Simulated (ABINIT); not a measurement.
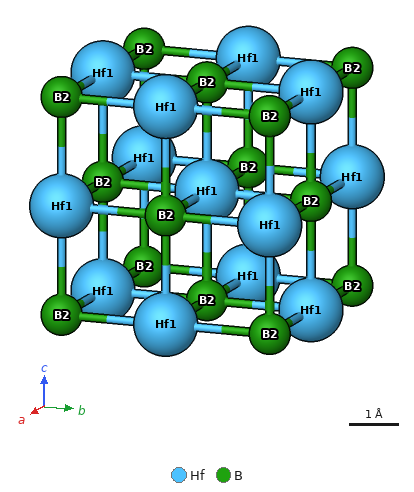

The starting structure (ball-and-stick view of the cell 4 times as large as that of the calculation, set on its symmetry axes, seen slightly off an axis; atoms are numbered from 1 in the order of the input). An atom can appear more than once, as a periodic image. Near neighbours in the periodic cell (some may lie outside the picture): Hf has 6 B at 2.31 Å; B has 6 Hf at 2.31 Å.

# Geometry relaxation of HfB (part 1 of 2)

The run: geometry relaxation of HfB (Fm-3m, 2 atoms in the cell). Method and program: Kohn-Sham DFT of a periodic cell, PBE, JTH PAW PBE v2.0, no spin polarisation (ABINIT 10.8.3).

The structure derives from an entry of the Crystallography Open Database.

## Log
```
.Version 10.8.3 of ABINIT
 Symmetries : space group Fm -3 m (#225); Bravais cF (face-center cubic)
================================================================================
 Values of the parameters that define the memory need of the present run
     intxc =       0    ionmov =       2      iscf =      17    lmnmax =      18
     lnmax =       6     mgfft =      30  mpssoang =       3    mqgrid =    3001
     natom =       2  nloc_mem =       2    nspden =       1   nspinor =       1
    nsppol =       1      nsym =      48    n1xccc =       1    ntypat =       2
    occopt =       3   xclevel =       2
       mpw =         854          nfft =       27000          nkpt =          47
 PAW method is used; the additional fine FFT grid is defined by:
   mgfftf=        40    nfftf =     64000
================================================================================
================================================================================

--------------------------------------------------------------------------------
------------- Echo of variables that govern the present computation ------------
--------------------------------------------------------------------------------
 -outvars: echo values of preprocessed input variables --------
            acell      1.0000000000E+00  1.0000000000E+00  1.0000000000E+00 Bohr
              amu      1.78490000E+02  1.08110000E+01
          chkprim           0
      chksymtnons           0
          dilatmx      1.08000000E+00
             ecut      1.90000000E+01 Hartree
           ecutsm      5.00000000E-01 Hartree
           enunit           1
           ionmov           2
              ixc          11
         kptrlatt       10    0    0      0   10    0      0    0   10
          kptrlen      6.17342029E+01
            natom           2
            nband          12
            ngfft          30      30      30
          ngfftdg          40      40      40
             nkpt          47
            nstep         100
             nsym          48
            ntime          60
           ntypat           2
           occopt           3
          optcell           2
        pawecutdg      3.80000000E+01 Hartree
          pawovlp     -1.0000000000E+00
         pawxcdev           0
           prtden           0
        prtebands           0
           prteig           0
            prtwf           0
            rprim      0.0000000000E+00  4.3652673479E+00  4.3652673479E+00
                       4.3652673479E+00  0.0000000000E+00  4.3652673479E+00
                       4.3652673479E+00  4.3652673479E+00  0.0000000000E+00
          spgroup         225
        strtarget     -1.69946500E-04 -1.69946500E-04 -1.69946500E-04
                       0.00000000E+00  0.00000000E+00  0.00000000E+00
           tolmxf      2.00000000E-04
           tolsym      1.00000000E-06
           tolvrs      1.00000000E-09
           tsmear      1.83746611E-03 Hartree
            typat      1  2
           useylm           1
           xangst      2.3099999984E+00  2.3099999984E+00  2.3099999984E+00
                       0.0000000000E+00  0.0000000000E+00  0.0000000000E+00
            xcart      4.3652673479E+00  4.3652673479E+00  4.3652673479E+00
                       0.0000000000E+00  0.0000000000E+00  0.0000000000E+00
             xred      5.0000000000E-01  5.0000000000E-01  5.0000000000E-01
                       0.0000000000E+00  0.0000000000E+00  0.0000000000E+00
            znucl       72.00000    5.00000

================================================================================

 chkinp: Checking input parameters for consistency.

================================================================================
== DATASET  1 ==================================================================

--- !DatasetInfo
iteration_state: {dtset: 1, }
dimensions: {natom: 2, nkpt: 47, mband: 12, nsppol: 1, nspinor: 1, nspden: 1, mpw: 854, }
cutoff_energies: {ecut:  19.0, pawecutdg:  38.0, }
electrons: {nelect:   1.50000000E+01, charge:   0.00000000E+00, occopt:   3.00000000E+00, tsmear:   1.83746611E-03, }
meta: {optdriver: 0, ionmov: 2, optcell: 2, iscf: 17, paral_kgb: 0, }
...

 Exchange-correlation functional for the present dataset will be:
  GGA: Perdew-Burke-Ernzerhof functional - ixc=11
  J.P.Perdew, K.Burke, M.Ernzerhof, PRL 77, 3865 (1996)

 Real(R)+Recip(G) space primitive vectors, cartesian coordinates (Bohr,Bohr^-1):
 R(1)=  0.0000000  4.3652673  4.3652673  G(1)= -0.1145405  0.1145405  0.1145405
 R(2)=  4.3652673  0.0000000  4.3652673  G(2)=  0.1145405 -0.1145405  0.1145405
 R(3)=  4.3652673  4.3652673  0.0000000  G(3)=  0.1145405  0.1145405 -0.1145405
 Unit cell volume ucvol=  1.6636522E+02 bohr^3
 Angles (23,13,12)=  6.00000000E+01  6.00000000E+01  6.00000000E+01 degrees

 Coarse grid specifications (used for wave-functions):

 getcut: wavevector=  0.0000  0.0000  0.0000  ngfft=  30  30  30
         ecut(hartree)=     22.162   => boxcut(ratio)=   2.29568

 getcut : COMMENT -
  Note that boxcut > 2.2 ; recall that boxcut=Gcut(box)/Gcut(sphere) = 2
  is sufficient for exact treatment of convolution.
  Such a large boxcut is a waste : you could raise ecut
  e.g. ecut=   29.198773 Hartrees makes boxcut=2

 Fine grid specifications (used for densities):

 getcut: wavevector=  0.0000  0.0000  0.0000  ngfft=  40  40  40
         ecut(hartree)=     44.323   => boxcut(ratio)=   2.16199

--- Pseudopotential description ------------------------------------------------
- pspini: atom type   1  psp file is ./Hf.GGA_PBE-JTH.xml
 Pseudopotential format is: paw10
 basis_size (lnmax)=  6 (lmn_size= 18), orbitals=   0   0   1   1   2   2
 Spheres core radius: rc_sph= 2.41119446
 Shapefunction is SIN type: shapef(r)=[sin(pi*r/rshp)/(pi*r/rshp)]**2
 Radius for shape functions =  2.41119446
 Compensation charge density is not taken into account in XC energy/potential

- pspini: atom type   2  psp file is ./B.GGA_PBE-JTH.xml
 Pseudopotential format is: paw10
 basis_size (lnmax)=  4 (lmn_size=  8), orbitals=   0   0   1   1
 Spheres core radius: rc_sph= 1.70616958
 Shapefunction is SIN type: shapef(r)=[sin(pi*r/rshp)/(pi*r/rshp)]**2
 Radius for shape functions =  1.40269776
 Compensation charge density is not taken into account in XC energy/potential

   1.45535762E+03                                ecore*ucvol(ha*bohr**3)
--------------------------------------------------------------------------------

================================================================================

=== [ionmov= 2] Broyden-Fletcher-Goldfarb-Shanno method (forces)
================================================================================

--- Iteration: ( 1/60) Internal Cycle: (1/1)
--------------------------------------------------------------------------------

---SELF-CONSISTENT-FIELD CONVERGENCE--------------------------------------------

--- !BeginCycle
iteration_state: {dtset: 1, itime: 1, icycle: 1, }
solver: {iscf: 17, nstep: 100, nline: 4, wfoptalg: 10, }
tolerances: {tolvrs: 1.00E-09, }
...

     iter   Etot(hartree)      deltaE(h)  residm     nres2
 ETOT  1  -52.392291965596    -5.239E+01 3.308E+00 7.881E+00
 ETOT  2  -52.915449588656    -5.232E-01 7.248E-02 1.879E-01
 ETOT  3  -52.915583953919    -1.344E-04 4.717E-02 2.363E-02
 ETOT  4  -52.915625856232    -4.190E-05 6.205E-03 4.903E-04
 ETOT  5  -52.915623813667     2.043E-06 2.188E-03 7.839E-06
 ETOT  6  -52.915623879892    -6.622E-08 1.417E-03 4.031E-07
 ETOT  7  -52.915623879805     8.728E-11 1.104E-03 5.435E-08
 ETOT  8  -52.915623879774     3.090E-11 5.646E-04 2.502E-09
 ETOT  9  -52.915623879768     5.656E-12 4.447E-04 4.613E-11

 At SCF step    9       nres2   =  4.61E-11 < tolvrs=  1.00E-09 =>converged.

 Cartesian components of stress tensor (hartree/bohr^3)
  sigma(1 1)= -1.05367836E-03  sigma(3 2)=  0.00000000E+00
  sigma(2 2)= -1.05367836E-03  sigma(3 1)=  0.00000000E+00
  sigma(3 3)= -1.05367836E-03  sigma(2 1)=  0.00000000E+00

--- !ResultsGS
iteration_state: {dtset: 1, itime: 1, icycle: 1, }
comment   : Summary of ground state results
lattice_vectors:
- [  0.0000000,   4.3652673,   4.3652673, ]
- [  4.3652673,   0.0000000,   4.3652673, ]
- [  4.3652673,   4.3652673,   0.0000000, ]
lattice_lengths: [   6.17342,    6.17342,    6.17342, ]
lattice_angles: [ 60.000,  60.000,  60.000, ] # degrees, (23, 13, 12)
lattice_volume:   1.6636522E+02
convergence: {deltae:  5.656E-12, res2:  4.613E-11, residm:  4.447E-04, diffor: null, }
etotal    :  -5.29156239E+01
entropy   :   0.00000000E+00
fermie    :  -2.13009477E-02
cartesian_stress_tensor: # hartree/bohr^3
- [ -1.05367836E-03,   0.00000000E+00,   0.00000000E+00, ]
- [  0.00000000E+00,  -1.05367836E-03,   0.00000000E+00, ]
- [  0.00000000E+00,   0.00000000E+00,  -1.05367836E-03, ]
pressure_GPa:   3.1000E+01
xred      :
- [  5.0000E-01,   5.0000E-01,   5.0000E-01, Hf]
- [  0.0000E+00,   0.0000E+00,   0.0000E+00,  B]
cartesian_forces: # hartree/bohr
- [ -0.00000000E+00,  -0.00000000E+00,  -0.00000000E+00, ]
- [ -0.00000000E+00,  -0.00000000E+00,  -0.00000000E+00, ]
force_length_stats: {min:   0.00000000E+00, max:   0.00000000E+00, mean:   0.00000000E+00, }
...

 Integrated electronic density in atomic spheres:
 ------------------------------------------------
 Atom  Sphere_radius  Integrated_density
    1        2.41119          9.77459770
    2        1.70617          1.84384752

---OUTPUT-----------------------------------------------------------------------

 Cartesian coordinates (xcart) [bohr]
  4.36526734790000E+00  4.36526734790000E+00  4.36526734790000E+00
  0.00000000000000E+00  0.00000000000000E+00  0.00000000000000E+00
 Reduced coordinates (xred)
  5.00000000000000E-01  5.00000000000000E-01  5.00000000000000E-01
  0.00000000000000E+00  0.00000000000000E+00  0.00000000000000E+00
 Cartesian forces (fcart) [Ha/bohr]; max,rms= 0.00000E+00 0.00000E+00 (free atoms)
 -0.00000000000000E+00 -0.00000000000000E+00 -0.00000000000000E+00
 -0.00000000000000E+00 -0.00000000000000E+00 -0.00000000000000E+00
 Gradient of E wrt nuclear positions in reduced coordinates (gred)
  0.00000000000000E+00  0.00000000000000E+00  0.00000000000000E+00
  0.00000000000000E+00  0.00000000000000E+00  0.00000000000000E+00
 Scale of Primitive Cell (acell) [bohr]
  1.00000000000000E+00  1.00000000000000E+00  1.00000000000000E+00
 Real space primitive translations (rprimd) [bohr]
  0.00000000000000E+00  4.36526734790000E+00  4.36526734790000E+00
  4.36526734790000E+00  0.00000000000000E+00  4.36526734790000E+00
  4.36526734790000E+00  4.36526734790000E+00  0.00000000000000E+00
 Unitary Cell Volume (ucvol) [Bohr^3]=  1.66365219160118E+02
 Angles (23,13,12)= [degrees]
  6.00000000000000E+01  6.00000000000000E+01  6.00000000000000E+01
 Lengths [Bohr]
  6.17342028678461E+00  6.17342028678461E+00  6.17342028678461E+00
 Stress tensor in cartesian coordinates (strten) [Ha/bohr^3]
 -1.05367835936528E-03  0.00000000000000E+00  0.00000000000000E+00
  0.00000000000000E+00 -1.05367835936526E-03  0.00000000000000E+00
  0.00000000000000E+00  0.00000000000000E+00 -1.05367835936525E-03
 Total energy (etotal) [Ha]= -5.29156238797683E+01

--- Iteration: ( 2/60) Internal Cycle: (1/1)
--------------------------------------------------------------------------------

---SELF-CONSISTENT-FIELD CONVERGENCE--------------------------------------------

--- !BeginCycle
iteration_state: {dtset: 1, itime: 2, icycle: 1, }
solver: {iscf: 17, nstep: 100, nline: 4, wfoptalg: 10, }
tolerances: {tolvrs: 1.00E-09, }
...

     iter   Etot(hartree)      deltaE(h)  residm     nres2
 ETOT  1  -52.932928535602    -5.293E+01 2.669E-02 6.252E+00
 ETOT  2  -52.925364297947     7.564E-03 3.709E-04 2.062E-01
 ETOT  3  -52.925219450746     1.448E-04 2.355E-04 3.223E-02
 ETOT  4  -52.925183991023     3.546E-05 1.212E-04 3.392E-04
 ETOT  5  -52.925185257530    -1.267E-06 7.004E-05 3.899E-05
 ETOT  6  -52.925185274281    -1.675E-08 4.108E-05 9.641E-07
 ETOT  7  -52.925185277181    -2.900E-09 3.247E-05 1.233E-07
 ETOT  8  -52.925185277016     1.644E-10 4.567E-05 3.189E-09
 ETOT  9  -52.925185277030    -1.345E-11 2.351E-05 1.923E-10

 At SCF step    9       nres2   =  1.92E-10 < tolvrs=  1.00E-09 =>converged.

 Cartesian components of stress tensor (hartree/bohr^3)
  sigma(1 1)= -3.95895857E-04  sigma(3 2)=  0.00000000E+00
  sigma(2 2)= -3.95895857E-04  sigma(3 1)=  0.00000000E+00
  sigma(3 3)= -3.95895857E-04  sigma(2 1)=  0.00000000E+00

--- !ResultsGS
iteration_state: {dtset: 1, itime: 2, icycle: 1, }
comment   : Summary of ground state results
lattice_vectors:
- [  0.0000000,   4.4809991,   4.4809991, ]
- [  4.4809991,   0.0000000,   4.4809991, ]
- [  4.4809991,   4.4809991,   0.0000000, ]
lattice_lengths: [   6.33709,    6.33709,    6.33709, ]
lattice_angles: [ 60.000,  60.000,  60.000, ] # degrees, (23, 13, 12)
lattice_volume:   1.7995113E+02
convergence: {deltae: -1.345E-11, res2:  1.923E-10, residm:  2.351E-05, diffor: null, }
etotal    :  -5.29251853E+01
entropy   :   0.00000000E+00
fermie    :  -2.37069173E-02
cartesian_stress_tensor: # hartree/bohr^3
- [ -3.95895857E-04,   0.00000000E+00,   0.00000000E+00, ]
- [  0.00000000E+00,  -3.95895857E-04,   0.00000000E+00, ]
- [  0.00000000E+00,   0.00000000E+00,  -3.95895857E-04, ]
pressure_GPa:   1.1648E+01
xred      :
- [  5.0000E-01,   5.0000E-01,   5.0000E-01, Hf]
- [  0.0000E+00,   0.0000E+00,   0.0000E+00,  B]
cartesian_forces: # hartree/bohr
- [ -0.00000000E+00,  -0.00000000E+00,  -0.00000000E+00, ]
- [ -0.00000000E+00,  -0.00000000E+00,  -0.00000000E+00, ]
force_length_stats: {min:   0.00000000E+00, max:   0.00000000E+00, mean:   0.00000000E+00, }
...

 Integrated electronic density in atomic spheres:
 ------------------------------------------------
 Atom  Sphere_radius  Integrated_density
    1        2.41119          9.63308788
    2        1.70617          1.77085728

---OUTPUT-----------------------------------------------------------------------

 Cartesian coordinates (xcart) [bohr]
  4.48099912279958E+00  4.48099912279959E+00  4.48099912279959E+00
  0.00000000000000E+00  0.00000000000000E+00  0.00000000000000E+00
 Reduced coordinates (xred)
  5.00000000000000E-01  5.00000000000000E-01  5.00000000000000E-01
  0.00000000000000E+00  0.00000000000000E+00  0.00000000000000E+00
 Cartesian forces (fcart) [Ha/bohr]; max,rms= 0.00000E+00 0.00000E+00 (free atoms)
 -0.00000000000000E+00 -0.00000000000000E+00 -0.00000000000000E+00
 -0.00000000000000E+00 -0.00000000000000E+00 -0.00000000000000E+00
 Gradient of E wrt nuclear positions in reduced coordinates (gred)
  0.00000000000000E+00  0.00000000000000E+00  0.00000000000000E+00
  0.00000000000000E+00  0.00000000000000E+00  0.00000000000000E+00
 Scale of Primitive Cell (acell) [bohr]
  6.33708973244512E+00  6.33708973244512E+00  6.33708973244512E+00
 Real space primitive translations (rprimd) [bohr]
  0.00000000000000E+00  4.48099912279959E+00  4.48099912279959E+00
  4.48099912279959E+00  0.00000000000000E+00  4.48099912279959E+00
  4.48099912279959E+00  4.48099912279959E+00  0.00000000000000E+00
 Unitary Cell Volume (ucvol) [Bohr^3]=  1.79951127600278E+02
 Angles (23,13,12)= [degrees]
  6.00000000000000E+01  6.00000000000000E+01  6.00000000000000E+01
 Lengths [Bohr]
  6.33708973244512E+00  6.33708973244512E+00  6.33708973244512E+00
 Stress tensor in cartesian coordinates (strten) [Ha/bohr^3]
 -3.95895856910987E-04  0.00000000000000E+00  0.00000000000000E+00
  0.00000000000000E+00 -3.95895856911008E-04  0.00000000000000E+00
  0.00000000000000E+00  0.00000000000000E+00 -3.95895856911022E-04
 Total energy (etotal) [Ha]= -5.29251852770298E+01

 Difference of energy with previous step (new-old):
           Absolute (Ha)=-9.56140E-03
           Relative     =-1.80675E-04

--- Iteration: ( 3/60) Internal Cycle: (1/1)
--------------------------------------------------------------------------------

---SELF-CONSISTENT-FIELD CONVERGENCE--------------------------------------------
```
